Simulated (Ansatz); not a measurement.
**Energy of GaN along a shift of atoms along one path**

System: GaN (Cm, 2 atoms in the cell).
Method: DFT r2SCAN, scalar-relativistic, plane waves, PAW, no spin polarisation (Ansatz 0.2.0).

The 5 runs differ only in the geometry, by a shift of atoms along one path in a fixed cell. The shift s is measured from run 3: N2 moves along the Cartesian direction (0.71, −0.71, 0.00). The structure derives from a Materials Project entry.

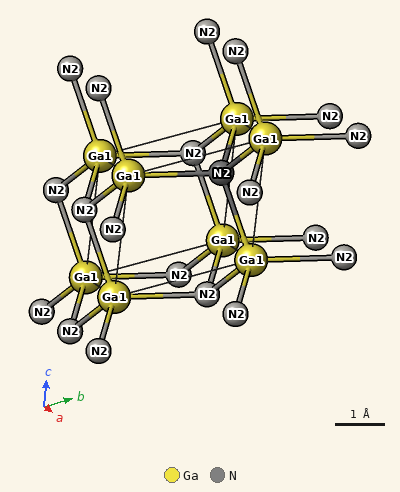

Figure 1. The structure of run 3 (ball-and-stick view of the cell of the calculation, seen slightly off an axis; neighbours outside the cell are drawn fainter; atoms are numbered from 1 in the order of the input).

**Input of run 3**
```yaml
crystal:
  lattice:
    - [0.0, 2.2535006075, 2.2535006075]
    - [2.2535006075, 0.0, 2.2535006075]
    - [2.2535006075, 2.2535006075, 0.0]
  atoms:
    - { symbol: Ga, position: [0.0, 0.0, 0.0] }
    - { symbol: "N", position: [0.7421554627, 0.7578445373, 0.75] }
basis:
  ecutwfc: 500
kpoints:
  mp_grid: { grid: [10, 10, 10] }
hamiltonian:
  xc: r2scan
scf:
  occupations: { method: gaussian, width: 0.05 }
output:
  forces: true
  stress: true
  eigenvalues: true
```

Lattice vectors (Å) and fractional positions of run 3:
```
   0.000000    2.253501    2.253501
   2.253501    0.000000    2.253501
   2.253501    2.253501    0.000000
Ga  0.000000  0.000000  0.000000
N   0.742155  0.757845  0.750000
```

Run 4 differs from it as follows:
```diff
-    - { symbol: "N", position: [0.7421554627, 0.7578445373, 0.75] }
+    - { symbol: "N", position: [0.7264663882, 0.7735336118, 0.75] }
```

**Results, with one run withheld**

```csv
run,shift s of N2 (Å),"free energy per atom, from the lowest run given (meV)",pressure (GPa),gap on the mesh (eV),force along the path (eV/Å)
1,−0.1250,29.71,−0.14,1.96,1.277
2,−0.0750,5.91,−0.92,2.04,0.631
3,0.0000,0.00,−1.11,2.08,−0.314
4,0.0500,?,?,?,?
5,0.0625,22.24,−0.39,1.98,−1.113
```

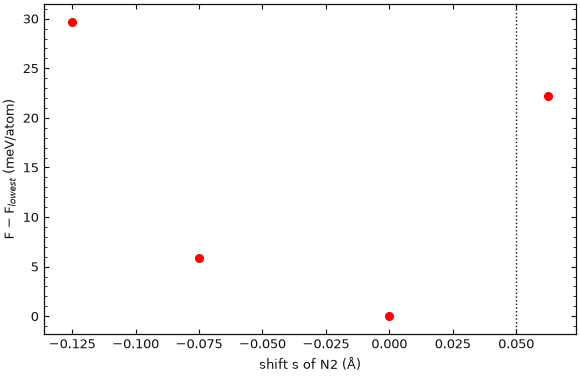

Figure 2. Free energy per atom of the runs given; the dotted line marks run 4.

Estimate the energy of run 4 from the others.

A quadratic polynomial in the coordinate, fitted to the 4 runs given, misses them by at most 0.02 meV per atom. With x = s + 0.0344, it reads F = −1.7144 − 59.71 x + 3168.1 x² (meV per atom). At run 4 it gives 15.81 meV per atom, and the run itself gives 15.79. The slope of the fit gives a force −dF/ds of −0.950 eV/Å along the path (summed over the atoms that move), and the printed forces give −0.951 eV/Å. The fit has its minimum at s = −0.0250 Å. The gap on the mesh lies between 1.96 eV (run 1) and 2.08 eV (run 3); run 4 has 2.00 eV. These are gaps of this functional on this mesh, which can miss the band edges; they aren't the measured gap.

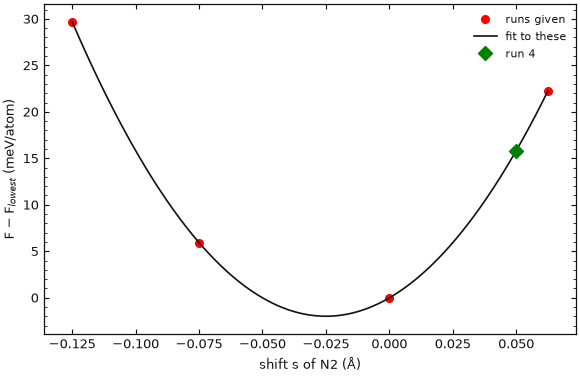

Figure 3. The fit and the withheld run.

**Output, shortened to warnings, some set-up lines, iterations and results (run 4)**
```
Basis set: ecut = 500 eV, 561 PW (Γ), exchange–correlation on 96×96×96 points (64 copies of the dense FFT grid, shifted against one another)
Symmetry: 2 space group operations
k-points: 282 of 1000 (time reversal used)
Initial density: superposition of atomic densities (neutral atoms: chi_scale 0, normalization atom), corrected by the library's trained network
[...]
SCF iter   1: F=—  HF=-4176.305930 eV  |F-HF|=—  |Δ(HF+E_count)|=         —  Δρ=1.24e-2  dr2=1.34e-2  dr2_τ=9.42e-2  ethr=1.77e-3  ⟨swp⟩=4.8  Hψ=18606  notcnv=0
SCF iter   2: F=—  HF=-4176.336927 eV  |F-HF|=—  |Δ(HF+E_count)|=   3.10e-2  Δρ=4.53e-3  dr2=2.92e-3  dr2_τ=1.06e-4  ethr=7.47e-5  ⟨swp⟩=2.0  Hψ=9588  notcnv=0
SCF iter   3: F=—  HF=-4176.337009 eV  |F-HF|=—  |Δ(HF+E_count)|=   8.22e-5  Δρ=3.14e-3  dr2=7.38e-4  dr2_τ=6.15e-5  ethr=1.62e-5  ⟨swp⟩=2.0  Hψ=6980  notcnv=0
SCF iter   4: F=—  HF=-4176.337101 eV  |F-HF|=—  |Δ(HF+E_count)|=   9.21e-5  Δρ=7.57e-4  dr2=1.03e-4  dr2_τ=3.17e-5  ethr=4.10e-6  ⟨swp⟩=3.0  Hψ=6192  notcnv=0
SCF iter   5: F=—  HF=-4176.337090 eV  |F-HF|=—  |Δ(HF+E_count)|=   1.06e-5  Δρ=1.43e-4  dr2=4.51e-6  dr2_τ=2.52e-7  ethr=5.71e-7  ⟨swp⟩=2.1  Hψ=4799  notcnv=0
SCF iter   6: F=—  HF=-4176.337090 eV  |F-HF|=—  |Δ(HF+E_count)|=   7.89e-7  Δρ=9.81e-5  dr2=2.14e-6  dr2_τ=1.19e-7  ethr=2.51e-8  ⟨swp⟩=2.0  Hψ=5531  notcnv=0
SCF iter   7: F=—  HF=-4176.337089 eV  |F-HF|=—  |Δ(HF+E_count)|=   2.89e-7  Δρ=4.73e-5  dr2=5.00e-7  dr2_τ=5.33e-9  ethr=1.19e-8  ⟨swp⟩=1.0  Hψ=3668  notcnv=0
SCF iter   8: F=-4176.337089 eV  HF=-4176.337089 eV  |F-HF|=1.44e-8  |Δ(HF+E_count)|=   9.08e-8  Δρ=9.92e-6  dr2=2.30e-8  dr2_τ=1.88e-10  ethr=5.56e-10  ⟨swp⟩=2.9  Hψ=12914  …
SCF 1 converged in 8 iterations: F = -4176.337089 eV  dr2 = 2.30e-8
SCF converged after 8 iterations
Free energy (F): -4176.337089 eV
Harris-Foulkes:  -4176.337089 eV  (|F-HF|=1.44e-8)
Internal energy: -4176.337089 eV  (E = F + TS)
E sigma→0 (E₀):  -4176.337089 eV
Fermi energy:    10.505158 eV
--- Per-component energies (eV) ---
  E_band       = -16.630142
  E_kinetic    = 246.889359
  E_local      = -1954.045621  (includes V_loc(G=0)·N_el)
  E_nonlocal   = 476.336260
  E_hartree    = 900.996818
  E_xc         = -121.701648
  E_vxc        = -143.542842  (∫ρ·V_xc dr)
  E_paw        = -2137.176813  (= ΣΔE_a)
  E_vpaw       = -452.109039  (= ΣTr[D̂ρ^β])
  E_aug_tail   = -0.000024  (compensation charges beyond the density's cutoff)
  E_vtau       = 7.849918  (kinetic-family band-sum trace: ∫τ·v_τ [+ j·A + Jᵃ·Aᵃ] dr)
  E_ewald      = -1586.952786
  E_core_change = -0.682634  (= ΣΔE_core)
  E_smearing   = -0.000000  (= −TS)
  E_closure    = -0.000000  (closes the sum)
  Σ components = -4176.337089   (vs F -4176.337089, Δ=0.00e0)
--- Forces (eV/Å), atoms counted from 1 ---
  atom   1  Ga     0.67255727    -0.67255727    -0.15508208
  atom   2  N     -0.67256581     0.67256581     0.15508318
  max |Σ_I F_I| component: 8.53e-6 eV/Å
--- Stress (GPa, compression-positive) ---
       -0.729399      -0.760608      -3.042554
       -0.760608      -0.729399       3.042554
       -3.042557       3.042557      -0.336020
  P = ⅓ Tr σ = -0.5983 GPa (-5.983 kbar)
```
